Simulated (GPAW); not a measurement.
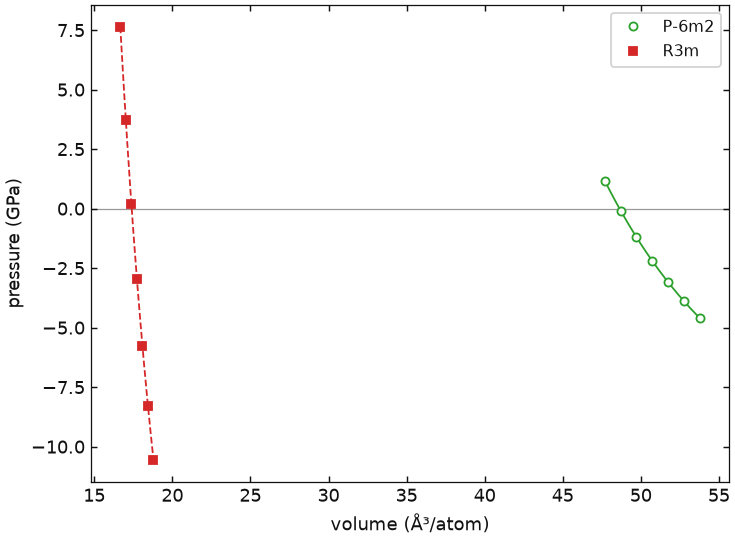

The figure shows the pressure against volume, with one curve for each structure, for MoS₂.

Method: PAW DFT in plane waves, on a grid or in atomic orbitals, no spin polarisation; energies at scaled volumes of the given cell, shape and fractions fixed, counted from the fit's minimum, third-order Birch-Murnaghan fit (GPAW 26.7.0). Level: LDA.

- occupations: Fermi–Dirac
- smearing width: 0.05 eV
- potentials: GPAW PAW data sets (gpaw data 1.2.1)
- wave cutoff: 600 eV

Settings that differ: P-6m2: k mesh 8×8×2; R3m: k mesh 7×7×7.

The numbers behind the figure:

P-6m2:
```tsv
volume (Å³/atom)	pressure (GPa)
47.69	1.17
48.71	-0.08
49.72	-1.20
50.73	-2.20
51.75	-3.09
52.76	-3.89
53.78	-4.60
```

R3m:
```tsv
volume (Å³/atom)	pressure (GPa)
16.66	7.65
17.02	3.73
17.37	0.21
17.73	-2.94
18.08	-5.76
18.44	-8.29
18.79	-10.56
```

Limits of the calculation: shape and atomic fractions are frozen while scaling, which makes layered, chain and framework solids too stiff.
